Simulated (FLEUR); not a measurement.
# A series of single points on CdSe

System: CdSe (2 atoms in the cell).
Method: Kohn-Sham DFT of a periodic cell, PBE, all-electron, no spin polarisation (FLEUR MaX-R8.1 (later development tree)).

The 7 runs differ only in the geometry, by an even scaling of the cell at fixed fractional positions. The structure derives from a Materials Project entry.

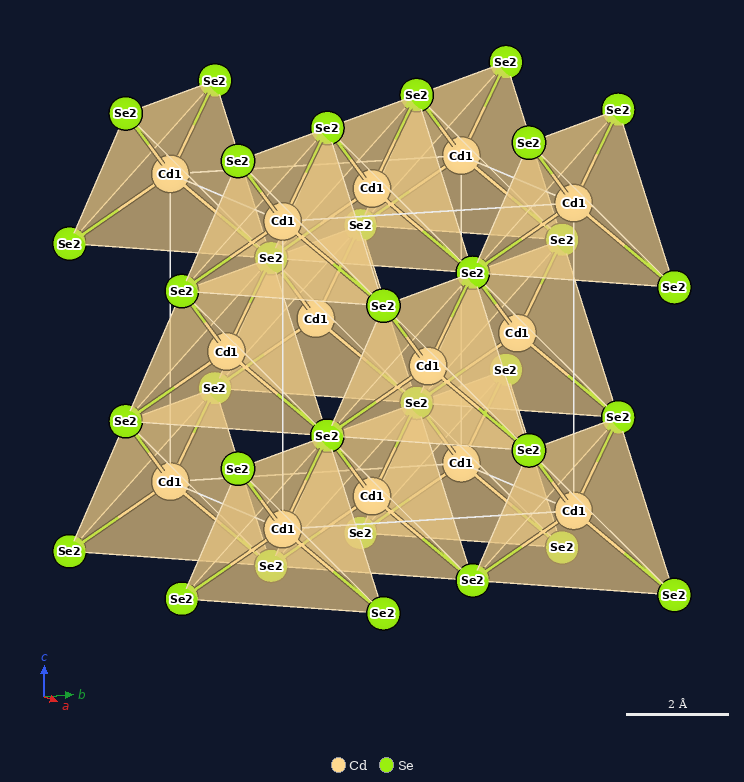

Figure 1. The structure of run 4 (polyhedral view of the cell 4 times as large as that of the calculation, set on its symmetry axes, seen slightly off an axis; polyhedra are completed across the faces of the cell; atoms are numbered from 1 in the order of the input).

**Input of run 4**
```
<?xml version="1.0" encoding="UTF-8" standalone="no"?>
<fleurInput fleurInputVersion="0.39">
   <comment>
      CdSe                                                                                                
   </comment>
   <calculationSetup>
      <cutoffs Kmax="4.73" Gmax="14.7" GmaxXC="14.7" numbands="0"/>
      <scfLoop itmax="60" minDistance="0.00001" maxIterBroyd="15" imix="Anderson" alpha="0.05" precondParam="0.0" spinf="2.0" sdNocoIR="T"/>
      <coreElectrons ctail="T" frcor="F" kcrel="0" coretail_lmax="0"/>
      <xcFunctional name="pbe" relativisticCorrections="F"/>
      <magnetism jspins="1"/>
      <soc l_soc="F" theta="0.0" phi="0.0" spav="F"/>
      <expertModes spex="0" secvar="F"/>
      <geometryOptimization l_f="T" forcealpha="1.0" forcemix="BFGS" epsdisp="0.0005" epsforce="0.0002"/>
      <ldaU l_linMix="F" mixParam="0.05" spinf="1.0"/>
   </calculationSetup>
   <cell>
      <bzIntegration valenceElectrons="36.0" mode="hist" fermiSmearingEnergy="0.00183747">
         <kPointListSelection listName="default-1"/>
         <!-- k-points included here -->
         <xi:include xmlns:xi="http://www.w3.org/2001/XInclude" href="kpts.xml"> </xi:include>
      </bzIntegration>
      <!-- symmetry operations included here -->
      <xi:include xmlns:xi="http://www.w3.org/2001/XInclude" href="sym.xml"> </xi:include>
      <bulkLattice scale="1.0">
         <bravaisMatrix>
            <row-1>    0.0000000000000000     5.8019716936013745     5.8019716936013745</row-1>
            <row-2>    5.8019716936013745     0.0000000000000000     5.8019716936013745</row-2>
            <row-3>    5.8019716936013745     5.8019716936013745     0.0000000000000000</row-3>
         </bravaisMatrix>
      </bulkLattice>
   </cell>
   <atomSpecies>
      <species name="Cadmium (Cd)" element="Cd" atomicNumber="48">
         <mtSphere radius="2.44" gridPoints="833" logIncrement="0.015"/>
         <atomicCutoffs lmax="10" lnonsphr="8"/>
         <electronConfig flipSpins="F">
            <coreConfig>(1s1/2) (2s1/2) (2p1/2) (2p3/2) (3s1/2) (3p1/2) (3p3/2) (3d3/2) (3d5/2)</coreConfig>
            <valenceConfig>(4s1/2) (4p1/2) (4p3/2) (5s1/2) (4d3/2) (4d5/2)</valenceConfig>
         </electronConfig>
         <energyParameters s="5" p="5" d="4" f="4"/>
         <lo type="SCLO" l="0" n="4" eDeriv="0"/>
         <lo type="SCLO" l="1" n="4" eDeriv="0"/>
         <lo type="SCLO" l="1" n="4" eDeriv="1"/>
         <lo type="SCLO" l="2" n="4" eDeriv="2"/>
         <lo type="SCLO" l="3" n="4" eDeriv="2"/>
      </species>
      <species name="Selenium (Se)" element="Se" atomicNumber="34">
         <mtSphere radius="2.07" gridPoints="707" logIncrement="0.018"/>
         <atomicCutoffs lmax="9" lnonsphr="7"/>
         <electronConfig flipSpins="F">
            <coreConfig>(1s1/2) (2s1/2) (2p1/2) (2p3/2) (3s1/2) (3p1/2) (3p3/2)</coreConfig>
            <valenceConfig>(3d3/2) (3d5/2) (4s1/2) (4p1/2) (4p3/2)</valenceConfig>
            <stateOccupation state="(4p1/2)" spinUp="0.666667" spinDown="0.666667"/>
            <stateOccupation state="(4p3/2)" spinUp="1.333333" spinDown="1.333333"/>
         </electronConfig>
         <energyParameters s="4" p="4" d="4" f="4"/>
         <lo type="SCLO" l="2" n="3" eDeriv="0"/>
         <lo type="SCLO" l="0" n="4" eDeriv="2"/>
         <lo type="SCLO" l="1" n="4" eDeriv="2"/>
         <lo type="SCLO" l="3" n="4" eDeriv="2"/>
      </species>
   </atomSpecies>
   <atomGroups>
      <atomGroup species="Cadmium (Cd)">
         <relPos label="                   1">.0000000000 .0000000000 .0000000000</relPos>
         <force calculate="T" relaxXYZ="TTT"/>
      </atomGroup>
      <atomGroup species="Selenium (Se)">
         <relPos label="                   2">1.000/4.000 1.000/4.000 1.000/4.000</relPos>
         <force calculate="T" relaxXYZ="TTT"/>
      </atomGroup>
   </atomGroups>
   <output dos="F" band="F" slice="F">
      <checks vchk="F" cdinf="F"/>
      <bandDOS minEnergy="-.5*Htr" maxEnergy="0.5*Htr" sigma="0.015" storeEVData="T"/>
      <vacuumDOS vacdos="F" integ="F" star="F" nstars="0" locx1="0.0" locy1="0.0" locx2="0.0" locy2="0.0" nstm="0" tworkf="0.0"/>
      <unfoldingBand unfoldBand="F" supercellX="1" supercellY="1" supercellZ="1"/>
      <plotting iplot="0" polar="F">
         <plot TwoD="T" vec1="  1.0  0.0  0.0" vec2="  0.0  1.0  0.0" vec3="  0.0  0.0  1.0" zero="  0.0  0.0  0.0" file="plot"/>
      </plotting>
      <chargeDensitySlicing numkpt="0" minEigenval="0.0" maxEigenval="0.0" nnne="0" pallst="F"/>
      <specialOutput eonly="F"/>
      <moessbauerParams electricFieldGradient="T" isomerShift="T" coreHyperfine="T" valenceHyperfine="T"/>
      <magneticCircularDichroism mcd="F" energyLo="-10.0" energyUp="0.0"/>
   </output>
  <!-- We include the file relax.xml here to enable relaxations (see documentation) -->
  <xi:include xmlns:xi="http://www.w3.org/2001/XInclude" href="relax.xml"> <xi:fallback/> </xi:include>
</fleurInput>
```

Command:
```bash
inpgen -f crystal.txt -profile fastHighL; fleur_MPI
```

Lattice vectors (Å) and fractional positions of run 4:
```
   0.000000    3.070271    3.070271
   3.070271    0.000000    3.070271
   3.070271    3.070271    0.000000
Cd  0.000000  0.000000  0.000000
Se  0.250000  0.250000  0.250000
```

Run 5 has the same physical settings and fractional positions; its lattice vectors (Å) are:
```
   0.000000    3.090605    3.090605
   3.090605    0.000000    3.090605
   3.090605    3.090605    0.000000
```

**Results, with one run withheld**

```csv
run,volume per atom (Å³),"free energy per atom, from the lowest run given (meV)",gap on the mesh (eV)
1,27.206,35.35,0.68
2,27.784,20.03,0.63
3,28.363,9.30,0.59
4,28.942,2.63,0.55
5,29.521,?,?
6,30.100,0.00,0.47
7,30.679,3.26,0.43
```

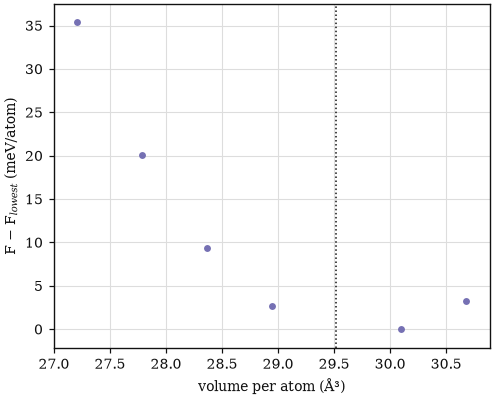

Figure 2. Free energy per atom of the runs given; the dotted line marks run 5.

Fit the runs given and predict run 5.

A cubic polynomial in V^(−2/3) (the Birch–Murnaghan form), fitted to the 6 runs given, misses them by at most 0.01 meV per atom. With x = V^(−2/3) − 0.10643 Å⁻², it reads F = 3.9081 + 3958.2 x + 8.804e+05 x² + 2.7766e+06 x³ (meV per atom). At run 5 it gives −0.33 meV per atom, and the run itself gives −0.33. The fit has its minimum at 29.748 Å³ per atom, where V d²F/dV² gives 44.7 GPa: the bulk modulus at this level, since symmetry fixes the shape and the positions. The gap on the mesh goes, without turning, from 0.68 eV in run 1 to 0.43 eV in run 7; run 5 has 0.51 eV. These are gaps of this functional on this mesh, which can miss the band edges; they aren't the measured gap.

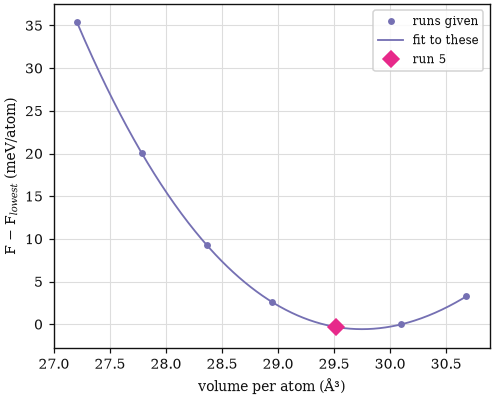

Figure 3. The fit and the withheld run.

**Output (run 5)**
```
Welcome to FLEUR        (www.flapw.de)
      MaX-Release 8.1          (www.max-centre.eu)

 ========== k-point set info ==========
 Selected k-point list: default-1
 k-point list type: mesh
 8 x 8 x 8
 Number of k points: 29

 ------------Calculation Setup---------------------------
 Number of MPI-tasks      :            1
 Number of PE/node        :            1
 Number of OMP-threads    :            1
 Most efficient MPI parallelization for:
           1          29
 Additional eigenvalue parallelization possible
 Number of basis functions:          795
 Approximate size of matrices (H+S) per k-point:         0.019 GB
 --------------------------------------------------------

 Iteration:     1   Distance:       5.83542962 me/bohr^3

 Iteration:     2   Distance:       5.27399492 me/bohr^3

 Iteration:     3   Distance:       3.07183784 me/bohr^3

 Iteration:     4   Distance:       1.15000875 me/bohr^3

 Iteration:     5   Distance:       0.90288635 me/bohr^3

 Iteration:     6   Distance:       0.15714717 me/bohr^3

 Iteration:     7   Distance:       0.11533577 me/bohr^3

 Iteration:     8   Distance:       0.05461554 me/bohr^3

 Iteration:     9   Distance:       0.00589537 me/bohr^3

 Iteration:    10   Distance:       0.00598837 me/bohr^3

 Iteration:    11   Distance:       0.00085207 me/bohr^3

 Iteration:    12   Distance:       0.00060629 me/bohr^3

 Iteration:    13   Distance:       0.00018600 me/bohr^3

 Iteration:    14   Distance:       0.00002613 me/bohr^3

 Iteration:    15   Distance:       0.00001078 me/bohr^3

 Iteration:    16   Distance:       0.00001003 me/bohr^3

 Iteration:    17   Distance:       0.00000587 me/bohr^3

 ********************************************************************
 Run finished successfully
 Stop message:
   all done
 ********************************************************************
```
